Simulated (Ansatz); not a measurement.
Single-point calculation, with input and output: WS₂

The run: single-point calculation of WS₂ (Cm, 3 atoms in the cell). Method and program: DFT PBEsol+D3(BJ), scalar-relativistic, plane waves, PAW, no spin polarisation (Ansatz 0.2.0).

The structure derives from an entry of the Crystallography Open Database. It belongs to a series of runs on one base structure; here: atom 1 (W) moved by (-0.150, -0.150) A along y and z. Figures and captions count atoms from 1; the log counts them from 0 in places.

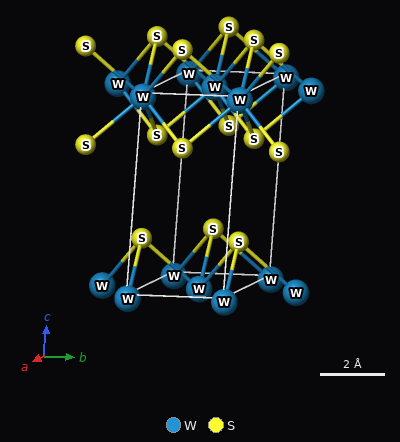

Fig. 1: The input geometry (ball-and-stick view of the cell 2 times as large as that of the calculation, set on its symmetry axes, seen slightly off an axis; bonded neighbours outside the cell are drawn too). An atom can appear more than once, as a periodic image.

The input:
```yaml
crystal:
  lattice:
    - [1.5790003843, 0.9116362969, 6.16333]
    - [-1.5790003843, 0.9116362969, 6.16333]
    - [0.0, -1.8232725938, 6.16333]
  atoms:
    - { symbol: W, position: [-0.0355357146, -0.0355357146, 0.0467339364] }
    - { symbol: S, position: [0.7503, 0.7503, 0.7503] }
    - { symbol: S, position: [0.581, 0.581, 0.581] }
basis:
  ecutwfc: 420
kpoints:
  mp_grid: { grid: [12, 12, 12] }
hamiltonian:
  xc: pbesol
  dispersion: d3bj
scf:
  occupations: { method: gaussian, width: 0.05 }
output:
  forces: true
  stress: true
  eigenvalues: true
  write_density: true
  write_potential: true
  elf: true
  volumetric_format: npy
```

Launch command:
```bash
ansatz run input.yaml --threads 1 --pin off --max-ram 2560MiB --backend cpu --events-out ev --progress --plain --runs-dir out
```

The program's output:
```
basis.fft_grid_basis auto: the FFT boxes are laid along the combinations [[1, -1, 0], [0, 1, 0], [0, -1, 1]] of the cell's own vectors, 3.158, 6.427 and 3.158 Å long. The dense box has 24×45×24 points. Along the cell's own vectors, as sized, it would have 45×45×45, 3.52 times as many. Of the 2 symmetry operations that the crystal satisfies within crystal.symmetry.tolerance (time reversal apart; of a slab, those that keep its plane) the dense box along the cell's own vectors carries 2, and the one as laid loses 1 of those. basis.fft_grid_basis: typed keeps the cell's own vectors: state it where this run's energies or levels are differenced outside the engine with another run's, or held beside a run that keeps those vectors. Those combinations have planes normal to reciprocal vector 3, as the cell's own vectors have. Each planar average written beside output.write_density, output.write_potential has a row for each plane of the box: 24. The volumetric files lie along those combinations, not along the cell's own vectors: a cube or XSF file states them, and fields.json those of NumPy files.
Engine: ansatz 0.2.0, x86_64-unknown-linux-gnu
Pseudopotentials: kind: paw
Pseudopotential: W, paw, valence charge 14, recommended cutoff 420 eV (normal), W.paw.azcp
Pseudopotential: S, paw, valence charge 6, recommended cutoff 420 eV (normal), S.paw.azcp
Functional definition: PBEsol
  exchange = pbesol_x
  correlation = pbesol_c
Crystal: 3 atoms, lattice volume = 53.232 Å³
Basis set: ecut = 420 eV, 1011 PW (Γ), FFT grids on a1−a2, a2, −a2+a3, exchange–correlation on 48×90×48 points (8 copies of the dense FFT grid, shifted against one another)
Bands: 17, of which v1, the nominal top of the filled ones, is band 13 counted from 1 (12 counted from 0)
Symmetry: 2 space group operations
Space group: Cm (ITA 8), of the structure as read, at distance tolerance 3.8e-5 Å
k-points: 476 of 1728 (time reversal used)
Non-local potential: W, projectors of the file, l = 0: 3, l = 1: 2, l = 2: 2, l = 3: 1
Non-local potential: S, projectors of the file, l = 0: 2, l = 1: 2, l = 2: 2
PAW form: soft (Blöchl's): semilocal exchange-correlation on the pseudo side does not see the compensation charge
PAW frozen core: W, regenerated for the run's functional, and the local potential with it (the file was generated under x = pbe(κ = 0.804, μ = 0.2195149727645171), c = pbe(β = 0.06672455060314922))
PAW frozen core: S, regenerated for the run's functional, and the local potential with it (the file was generated under x = pbe(κ = 0.804, μ = 0.2195149727645171), c = pbe(β = 0.06672455060314922))
PAW one-centre angular grid: W, 590 points (default); XC on 64 Gauss nodes
PAW one-centre angular grid: S, 110 points (default); XC on 64 Gauss nodes
Initial density: superposition of atomic densities (neutral atoms: chi_scale 0, normalization atom), corrected by the library's trained network
Initial wavefunctions: pseudopotential atomic-orbital guess
Functional: x = pbesol(κ = 0.804, μ = 0.12345679012345678), c = pbesol(β = 0.046)
SCF iter   1: F=—  HF=-12029.695699 eV  |F-HF|=—  |Δ(HF+E_count)|=         —  Δρ=8.37e-3  dr2=5.89e-2  ethr=1.77e-3  ⟨swp⟩=6.0  Hψ=46407  notcnv=0
preconditioner: auto → none  [insulator: Δε(μ)=0.585 eV  Ē_g=8.757 eV  σ=0.050 eV  W_gap=1.00  n_scr=16 (ndim 8)  ℏωp=21.6 eV  f_vac=0.014  D(μ)=0.00/eV (n_scr^D=0)  ε∞_Penn≈7.1]
SCF iter   2: F=—  HF=-12029.715830 eV  |F-HF|=—  |Δ(HF+E_count)|=   2.01e-2  Δρ=9.88e-3  dr2=1.83e-1  ethr=2.27e-4  ⟨swp⟩=3.3  Hψ=18419  notcnv=0  recentre
SCF iter   3: F=—  HF=-12029.688116 eV  |F-HF|=—  |Δ(HF+E_count)|=   2.77e-2  Δρ=3.88e-3  dr2=7.60e-3  ethr=2.27e-4  ⟨swp⟩=3.0  Hψ=14269  notcnv=0
SCF iter   4: F=—  HF=-12029.688822 eV  |F-HF|=—  |Δ(HF+E_count)|=   7.07e-4  Δρ=1.10e-3  dr2=2.55e-4  ethr=2.92e-5  ⟨swp⟩=2.3  Hψ=12248  notcnv=0
SCF iter   5: F=—  HF=-12029.689071 eV  |F-HF|=—  |Δ(HF+E_count)|=   2.49e-4  Δρ=3.68e-4  dr2=1.20e-4  ethr=9.81e-7  ⟨swp⟩=2.0  Hψ=11658  notcnv=0
SCF iter   6: F=—  HF=-12029.689065 eV  |F-HF|=—  |Δ(HF+E_count)|=   6.08e-6  Δρ=1.53e-4  dr2=6.92e-6  ethr=4.60e-7  ⟨swp⟩=2.0  Hψ=10700  notcnv=0
SCF iter   7: F=—  HF=-12029.689058 eV  |F-HF|=—  |Δ(HF+E_count)|=   6.82e-6  Δρ=3.04e-5  dr2=2.10e-7  ethr=2.66e-8  ⟨swp⟩=2.0  Hψ=11979  notcnv=0
SCF iter   8: F=-12029.689059 eV  HF=-12029.689059 eV  |F-HF|=1.28e-8  |Δ(HF+E_count)|=   2.70e-7  Δρ=6.00e-6  dr2=8.33e-9  ethr=3.85e-10  ⟨swp⟩=10.9  Hψ=63689  notcnv=0
SCF 1 converged in 8 iterations: F = -12029.689059 eV  dr2 = 8.33e-9
  greatest PAW one-centre occupation: 1.000 electrons in one spin orbital (limit 2), on the W atom at site 0 (counted from 0), in its partial waves of l = 0
```

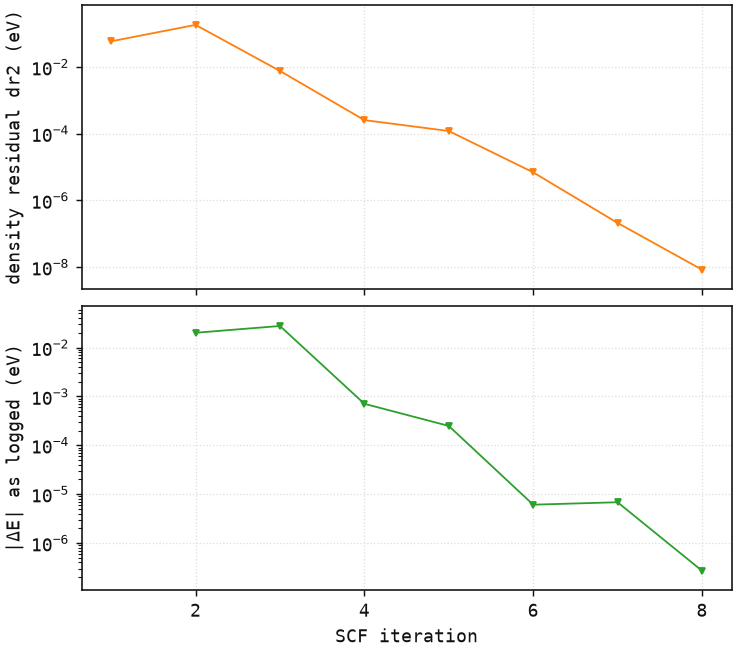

Fig. 2: Convergence of the self-consistent field: density residual dr2 and size of the energy change against the SCF iteration. The residual comes down, with one marked jump up, by a factor of about 3, at step 2.

```
SCF converged after 8 iterations
Free energy (F): -12029.689059 eV
Harris-Foulkes:  -12029.689059 eV  (|F-HF|=1.28e-8)
Internal energy: -12029.689059 eV  (E = F + TS)
E sigma→0 (E₀):  -12029.689059 eV
Fermi energy:    12.015347 eV
--- Per-component energies (eV) ---
  E_band       = -189.363534
  E_kinetic    = 667.931916
  E_local      = -1767.876224  (includes V_loc(G=0)·N_el)
  E_nonlocal   = 60.692893
  E_hartree    = 701.363418
  E_xc         = -458.920936
  E_vxc        = -415.271951  (∫ρ·V_xc dr)
  E_paw        = -9604.676261  (= ΣΔE_a)
  E_vpaw       = -137.566762  (= ΣTr[D̂ρ^β])
  E_aug_tail   = -0.000060  (compensation charges beyond the density's cutoff)
  E_ewald      = -1627.395629
  E_disp       = -1.153866  (pairwise vdW)
  E_core_change = 0.345691  (= ΣΔE_core)
  E_smearing   = -0.000000  (= −TS)
  E_closure    = 0.000000  (closes the sum)
  Σ components = -12029.689059   (vs F -12029.689059, Δ=0.00e0)
--- Forces (eV/Å), atoms counted from 1 ---
  atom   1  W      0.00000000     3.44906989     4.37437316
  atom   2  S      0.00000000    -1.15210324    -1.62944032
  atom   3  S      0.00000000    -2.29696877    -2.74495552
  max |Σ_I F_I| component: 2.27e-5 eV/Å
--- Stress (GPa, compression-positive) ---
       -5.176051      -0.000000      -0.000000
       -0.000000       2.602875       4.036843
       -0.000000       4.036842       0.315412
  P = ⅓ Tr σ = -0.7526 GPa (-7.526 kbar)
--- Band table (eV; the first three rows and the last of 476) ---
  k-point 0: bands = ["-62.8790", "-27.2226", "-27.0361", "-26.9916", "-4.0627", "-1.9878", "3.9304", "7.7297", "7.8030", "9.0238", "9.6395", "10.1795", "10.9831", "12.9822", "13.4979", "14.5970", "14.7753"]
  k-point 1: bands = ["-62.8777", "-27.2184", "-27.0618", "-26.9976", "-3.9387", "-1.9592", "4.0842", "7.4992", "7.8365", "8.7049", "9.7368", "9.9128", "10.9547", "13.2104", "13.2578", "14.5217", "14.6770"]
  k-point 2: bands = ["-62.8742", "-27.2092", "-27.1290", "-27.0139", "-3.5856", "-1.8769", "4.5086", "6.8263", "8.0484", "8.0899", "9.4315", "9.7198", "10.6607", "12.7491", "13.6183", "14.5432", "14.7415"]
  k-point 475: bands = ["-62.8790", "-27.2227", "-27.0362", "-26.9916", "-3.8522", "-2.4048", "4.9424", "7.6071", "7.7158", "7.8993", "9.1552", "10.2281", "11.7284", "13.0072", "13.3985", "14.4825", "14.8884"]
```

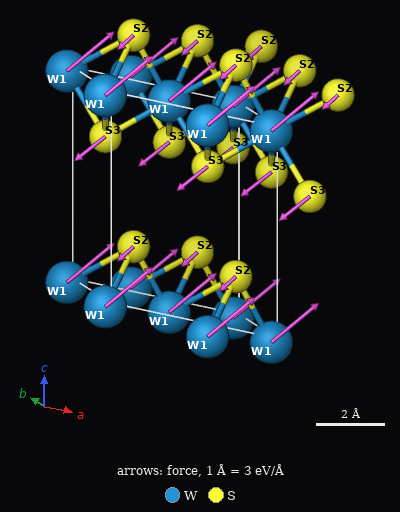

Fig. 3: Forces on the atoms as pink arrows (ball-and-stick view of the cell 2 times as large as that of the calculation, set on its symmetry axes, seen slightly off an axis; bonded neighbours outside the cell are drawn too; atoms are numbered from 1 in the order of the input). The largest act on W1 (5.57 eV/Å); S3 (3.58 eV/Å); S2 (2.00 eV/Å). The geometry is not a stationary point of this energy.

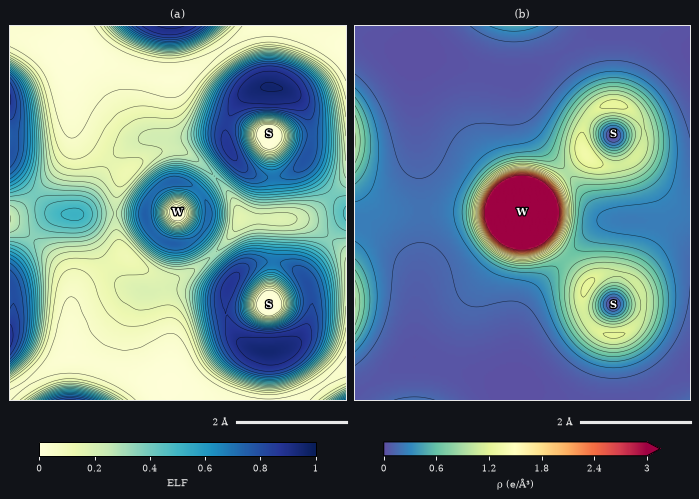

Fig. 4: (a) ELF; (b) valence electron density on the (010) plane of the conventional cell. Atoms in the plane: W and S. W–S (2.20 Å): the density is about 0.92 e/Å³ at the midpoint; the ELF is about 0.50 at the midpoint. W–S (2.38 Å): ρ is about 0.66 e/Å³ halfway; the ELF is about 0.50 at the midpoint. Away from the nuclei the density in this plane falls to 0.01 e/Å³ at its lowest. The strong features right at W lie inside the PAW spheres (semicore, d or f shells) and say nothing about bonding. Core electrons are frozen (PAW), so the fields are smoothed inside the atomic spheres.

Summary:

| quantity | value |
| --- | --- |
| outcome | converged |
| space group (tolerance 0.01 Å) | Cm (8) |
| electrons treated | 26 |
| free energy | −12029.6891 eV |
| Fermi energy | 12.015 eV |
| gap on the k-point mesh | 0.58 eV |
| pressure | −0.75 GPa |
| largest force (length of the vector) | 5.571 eV/Å |
| hardware | 1 thread of AMD EPYC (Zen 3), 32 GiB of memory available, shared host |
| wall time | 38 s |
| peak memory | 0.73 GiB |

Remarks:

Spin–orbit coupling is left out, which matters for W.
